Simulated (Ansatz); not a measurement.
**Geometry relaxation, with input and output: Al (part 2 of 2)**

Al (slab, 13 atoms in the cell); DFT PBE, scalar-relativistic, plane waves, PAW, no spin polarisation (Ansatz 0.2.0); cutoff 420 eV, 6×6×1 k-mesh, Gaussian smearing of 0.1 eV. The structure derives from an entry of the Crystallography Open Database. The input holds or restrains some coordinates.

Geometry of the input (Å; fractional positions):
```
5.7143  0.0000  0.0000
-2.8572  4.9487  0.0000
0.0000  0.0000  20.1016
Al 0.3333  0.1667  0.1990
Al 0.3333  0.6667  0.1990
Al 0.8333  0.1667  0.1990
Al 0.8333  0.6667  0.1990
Al 0.1667  0.3333  0.3135
Al 0.1667  0.8333  0.3135
Al 0.6667  0.3333  0.3135
Al 0.6667  0.8333  0.3135
Al 0.0000  0.0000  0.4279
Al -0.0000  0.5000  0.4279
Al 0.5000  0.0000  0.4279
Al 0.5000  0.5000  0.4279
Al 0.0833  0.3333  0.5368
```

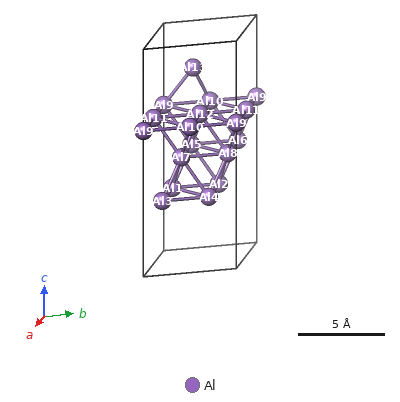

Figure 1. The geometry at step 2 of the log (ball-and-stick view of the cell of the calculation, with the vacuum cut short, seen slightly off an axis; atoms are numbered from 1 in the order of the input).

```
WARN: The output density's exchange-correlation potential varies sharply where the density is thin. Do not read a vacuum level from v_tot or v_xc, or from such a field of the output density. On a cell that repeats whose density bears no net charge and no dipole along the vacuum's axis use v_es (v_loc + v_h of the components); under efield.dipole_correction with no amplitude use v_es + v_field, which holds any external_charges[].barrier, or the levels of the report's work_function block, which leave it out; under a non-zero efield.amplitude the vacuum is tilted and has no level; on a cell that repeats and bears such a dipole with no correction it is tilted too, and efield.dipole_correction with no amplitude gives each side of its ramp a level where efield: is served; in a cell that repeats whose density bears a net charge (total_charge, or a fill off its count) it is curved and has none; of a slab under crystal.periodic whose density bears no net charge use v_es, which has a level on each side, short of where the two are joined; of another it falls or rises all the way out and has none; of a slab beside external_charges read slab_vacuum_level instead, which it has where they leave it neutral. The grid or the basis barely resolves most such structure, and the values can differ between equally converged runs; as a rule a tighter scf.convergence.dr2_threshold does not remove it. Where the density itself ripples (under the LDA too) a higher basis.ecutwfc lessens it. The files hold the spikes' plane waves up to the density's cutoff. Files: v_tot_of_output_density and the like, and their columns of v_z.tsv (output.write_potential); v_xc_of_output_density and the like, and their columns of v_comp_z.tsv (output.write_potential_components). Measured: with its Gaussian average of σ = 0.25 Å subtracted twice, the exchange-correlation potential is over 0.1 eV at 847 of the grid points where the equally averaged density (valence and model cores) is under 1e-3 e/Å³, and 0.435 eV at the most among them, at an averaged density of 3.3e-7 e/Å³. The input density's (outcome.potential() and, of a run that writes arrays, v_tot and v_xc) is over 0.1 eV, so measured, at 886 points of its own thin density, 0.536 eV at the most. See output.write_potential in the manual, Limitations
SCF converged after 3 iterations
Free energy (F): -6983.814301 eV
Harris-Foulkes:  -6983.814301 eV  (|F-HF|=1.91e-8)
Internal energy: -6983.797415 eV  (E = F + TS)
E sigma→0 (E₀):  -6983.805858 eV
Entropy (-TS):   -0.016886 eV (-1.299 meV/atom)
Fermi energy:    0.448383 eV
Dipole field:    D = -0.011973 V/Å  (p = -0.037613 e·Å, saw-weighted, corrected)
Work function:   Φ+ = 4.2630 eV   Φ− = 4.0223 eV
Levels:          The Fermi level and band energies are counted from a zero that moves with the ramp; work functions are not
--- Per-component energies (eV) ---
  E_band       = -138.341767
  E_kinetic    = 280.131972
  E_local      = -6070.421402  (includes V_loc(G=0)·N_el)
  E_nonlocal   = 137.696865
  E_hartree    = 2962.776189
  E_xc         = -507.031682
  E_vxc        = -363.462326  (∫ρ·V_xc dr)
  E_paw        = -6075.129445  (= ΣΔE_a)
  E_vpaw       = -47.490189  (= ΣTr[D̂ρ^β])
  E_aug_tail   = -0.000028  (compensation charges beyond the density's cutoff)
  E_efield     = 0.000225  (sawtooth field / dipole correction)
  E_vefield    = -0.347675  (∫n·V_field dr)
  E_ewald      = 2288.179891
  E_smearing   = -0.016886  (= −TS)
  E_closure    = 0.000000  (closes the sum)
  Σ components = -6983.814301   (vs F -6983.814301, Δ=0.00e0)
--- Forces (eV/Å), atoms counted from 1 ---
  atom   1  Al    -0.03205963     0.02031525    -0.05051610
  atom   2  Al    -0.00489382    -0.04470412    -0.07026960
  atom   3  Al     0.04855652     0.03588452    -0.08637180
  atom   4  Al     0.00253329    -0.00029672    -0.11126073
  atom   5  Al    -0.01610519     0.00730039    -0.05138539
  atom   6  Al     0.01156972    -0.00212433     0.08873954
  atom   7  Al    -0.00423943    -0.03274019     0.05955192
  atom   8  Al    -0.06009286     0.02395398     0.06230327
  atom   9  Al     0.00369004    -0.13005929     0.16510813
  atom  10  Al    -0.40130953     0.31155629    -0.46537744
  atom  11  Al     0.10186213     0.03310278     0.17151980
  atom  12  Al    -0.02606091    -0.00537272     0.28565461
  atom  13  Al     0.37654849    -0.21681420     0.00225429
  max |Σ_I F_I| component: 4.95e-5 eV/Å
--- Band table (eV; the first three rows and the last of 20) ---
  k-point 0: bands = ["-10.1121", "-8.4919", "-6.1081", "-4.3572", "-4.2348", "-4.2296", "-4.2238", "-4.1909", "-4.1883", "-3.7583", "-2.8291", "-2.8143", "-2.7992", "-2.3923", "-2.3895", "-2.2541", "-1.4771", "-0.4496", "-0.3010", "-0.0387", "0.1137", "0.2754", "0.3043", "1.3186", "2.0186", "2.0804", "2.3850", "2.9871", "3.0082", "3.0883", "3.7003", "4.3461", "4.4973"]
  k-point 1: bands = ["-9.9451", "-8.3280", "-6.0698", "-5.8899", "-5.0291", "-5.0125", "-4.4441", "-3.7910", "-3.4180", "-3.2335", "-3.1064", "-3.0757", "-2.2826", "-1.8012", "-1.5779", "-1.5039", "-1.2555", "-0.7959", "-0.5948", "-0.4643", "0.7679", "0.9676", "0.9783", "1.4434", "1.8000", "2.0215", "2.0711", "3.1536", "3.4173", "3.6783", "3.9458", "4.2066", "4.3841"]
  k-point 2: bands = ["-9.4454", "-7.8441", "-7.4581", "-5.9680", "-5.5471", "-5.4956", "-5.3503", "-4.0812", "-3.8812", "-3.4985", "-2.8080", "-1.8411", "-1.8066", "-1.4199", "-1.2617", "-0.9181", "-0.3166", "-0.0574", "0.0272", "0.2922", "1.0944", "1.3979", "1.4541", "1.8770", "1.9862", "2.0535", "2.4671", "2.7147", "2.8167", "3.4370", "3.7867", "3.9179", "4.1042"]
  k-point 19: bands = ["-8.6347", "-8.5997", "-7.1271", "-6.9119", "-5.6993", "-5.6574", "-5.0087", "-4.2746", "-4.0383", "-4.0178", "-2.7729", "-1.6114", "-1.4420", "-1.4155", "-0.4765", "-0.0677", "-0.0278", "0.1098", "0.2604", "0.9653", "1.1443", "1.3524", "1.4809", "1.6230", "2.0626", "2.0857", "2.2695", "2.8674", "3.1223", "3.5021", "3.6915", "4.1388", "4.2078"]
--- Relaxed structure (3 steps of the walk, 3 accepted, 0 SCFs on fresh bases) ---
  F+E_penalty+E_count = -6983.81430100 eV   max|allowed force component| = 2.254e-3 eV/Å
  atoms:
    - { symbol: Al, position: [0.3333333333, 0.1666666667, 0.1989887147] }
    - { symbol: Al, position: [0.3333333333, 0.6666666667, 0.1989887147] }
    - { symbol: Al, position: [0.8333333333000001, 0.1666666667, 0.1989887147] }
    - { symbol: Al, position: [0.8333333333, 0.6666666667, 0.1989887147] }
    - { symbol: Al, position: [0.1666666667, 0.3333333333, 0.3134533099] }
    - { symbol: Al, position: [0.16666666670000002, 0.8333333333, 0.3134533099] }
    - { symbol: Al, position: [0.6666666667, 0.3333333333, 0.3134533099] }
    - { symbol: Al, position: [0.6666666667, 0.8333333333, 0.3134533099] }
    - { symbol: Al, position: [0.0, 0.0, 0.4279074452] }
    - { symbol: Al, position: [0.0, 0.5, 0.4279074452] }
    - { symbol: Al, position: [0.5, 0.0, 0.4279074452] }
    - { symbol: Al, position: [0.5, 0.5, 0.4279074452] }
    - { symbol: Al, position: [0.08333333329999999, 0.3333333333, 0.5392502726489642] }
```

Trajectory as extended XYZ (Å, eV, eV/Å), 3 frames, from step=1 to step=3
```
13
Lattice="5.7143 0.0000 0.0000 -2.8572 4.9487 0.0000 0.0000 0.0000 20.1016" Properties=species:S:1:pos:R:3:forces:R:3 step=1 energy=-6983.80804
Al    1.4286    0.8248    4.0000   -0.0321   0.0207  -0.0556
Al    0.0000    3.2992    4.0000   -0.0045  -0.0448  -0.0762
Al    4.2857    0.8248    4.0000    0.0493   0.0362  -0.0927
Al    2.8572    3.2992    4.0000    0.0022  -0.0001  -0.1183
Al    0.0000    1.6496    6.3009   -0.0178   0.0076  -0.0595
Al   -1.4286    4.1239    6.3009    0.0092  -0.0040   0.0879
Al    2.8572    1.6496    6.3009   -0.0048  -0.0309   0.0571
Al    1.4286    4.1239    6.3009   -0.0606   0.0232   0.0599
Al    0.0000    0.0000    8.6016    0.0118  -0.1668   0.1222
Al   -1.4286    2.4744    8.6016   -0.4822   0.3797  -0.6285
Al    2.8572    0.0000    8.6016    0.1079   0.0350   0.1675
Al    1.4286    2.4744    8.6016   -0.0187  -0.0010   0.2760
Al   -0.4762    1.6496   10.7911    0.4401  -0.2549   0.2599
13
Lattice="5.7143 0.0000 0.0000 -2.8572 4.9487 0.0000 0.0000 0.0000 20.1016" Properties=species:S:1:pos:R:3:forces:R:3 step=2 energy=-6983.81430
Al    1.4286    0.8248    4.0000   -0.0321   0.0203  -0.0505
Al    0.0000    3.2992    4.0000   -0.0049  -0.0447  -0.0702
Al    4.2857    0.8248    4.0000    0.0486   0.0359  -0.0863
Al    2.8572    3.2992    4.0000    0.0025  -0.0003  -0.1112
Al    0.0000    1.6496    6.3009   -0.0161   0.0073  -0.0515
Al   -1.4286    4.1239    6.3009    0.0115  -0.0021   0.0886
Al    2.8572    1.6496    6.3009   -0.0042  -0.0327   0.0594
Al    1.4286    4.1239    6.3009   -0.0601   0.0239   0.0622
Al    0.0000    0.0000    8.6016    0.0037  -0.1300   0.1652
Al   -1.4286    2.4744    8.6016   -0.4013   0.3115  -0.4653
Al    2.8572    0.0000    8.6016    0.1019   0.0331   0.1716
Al    1.4286    2.4744    8.6016   -0.0261  -0.0054   0.2857
Al   -0.4762    1.6496   10.8398    0.3765  -0.2168   0.0022
13
Lattice="5.7143 0.0000 0.0000 -2.8572 4.9487 0.0000 0.0000 0.0000 20.1016" Properties=species:S:1:pos:R:3:forces:R:3 step=3 energy=-6983.81430
Al    1.4286    0.8248    4.0000   -0.0321   0.0203  -0.0505
Al    0.0000    3.2992    4.0000   -0.0049  -0.0447  -0.0703
Al    4.2857    0.8248    4.0000    0.0486   0.0359  -0.0864
Al    2.8572    3.2992    4.0000    0.0025  -0.0003  -0.1113
Al    0.0000    1.6496    6.3009   -0.0161   0.0073  -0.0514
Al   -1.4286    4.1239    6.3009    0.0116  -0.0021   0.0887
Al    2.8572    1.6496    6.3009   -0.0042  -0.0327   0.0596
Al    1.4286    4.1239    6.3009   -0.0601   0.0240   0.0623
Al    0.0000    0.0000    8.6016    0.0037  -0.1301   0.1651
Al   -1.4286    2.4744    8.6016   -0.4013   0.3116  -0.4654
Al    2.8572    0.0000    8.6016    0.1019   0.0331   0.1715
Al    1.4286    2.4744    8.6016   -0.0261  -0.0054   0.2857
Al   -0.4762    1.6496   10.8398    0.3765  -0.2168   0.0023
```

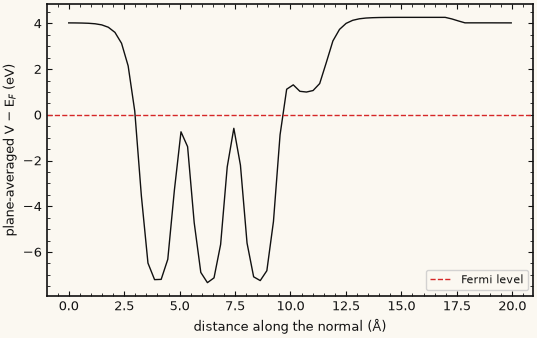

Figure 2. Plane average of the electrostatic potential energy of an electron across the cell, from the Fermi level. The vacuum level lies 4.26 eV above the Fermi level on the upper side and 4.02 eV on the lower.

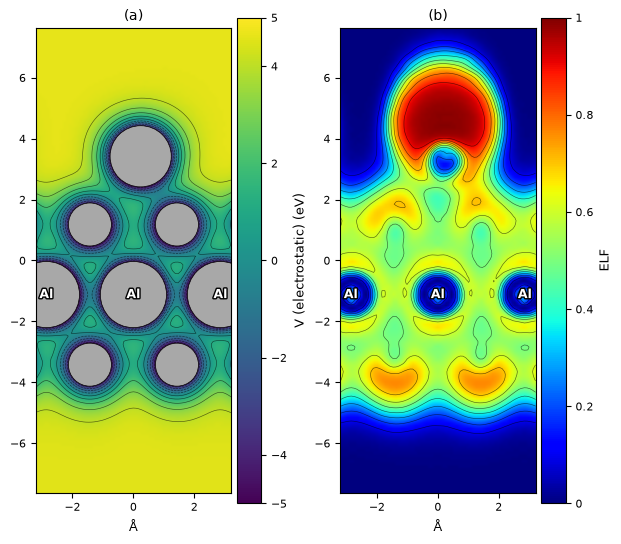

Figure 3. (a) electrostatic potential energy of an electron; (b) electron localisation function on the (100) plane of the calculation cell, a cut from vacuum to vacuum. Grey discs, where drawn, cover atomic cores. The plane passes through Al nuclei. In a PAW calculation such maps are meaningful between the atoms, not at the nuclei.

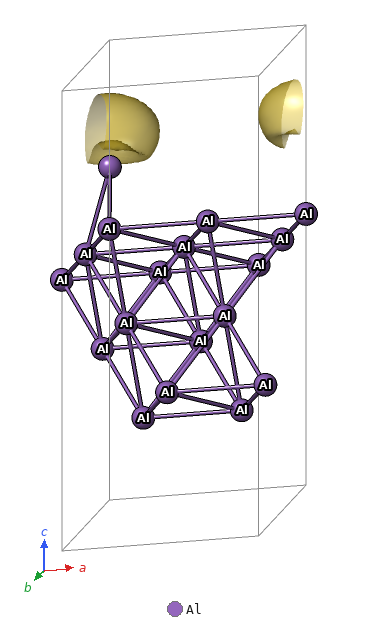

Figure 4. Isosurface of the ELF at 0.9 (yellow), seen at an oblique angle. Only the valence region is drawn (cores and ρ < 0.01 e/Å³ removed). Sticks mark near contacts. Counts are for one cell; the picture repeats the cell along the surface. Al–Al (2.82 Å): the ELF is about 0.65 at the midpoint, which marks metallic bonding.

Summary

| quantity | value |
| --- | --- |
| outcome | converged under the restraints of the input |
| electrons treated | 39 |
| free energy | −6983.8143 eV |
| work function, top face | 4.26 eV |
| work function, bottom face | 4.02 eV |
| Fermi energy | 0.448 eV |
| gap on the k-point mesh | none (metallic) |
| final volume | 568.45 Å³ |
| work function (upper face) | 4.26 eV |
| largest force (length of the vector) at the end, held atoms and coordinates included | 0.689 eV/Å |
| wall time | 28 s (CPU time 1.8 min) |
| peak memory | 0.97 GiB |

Warnings of the run: the exchange-correlation potential is rough where the density is thin.
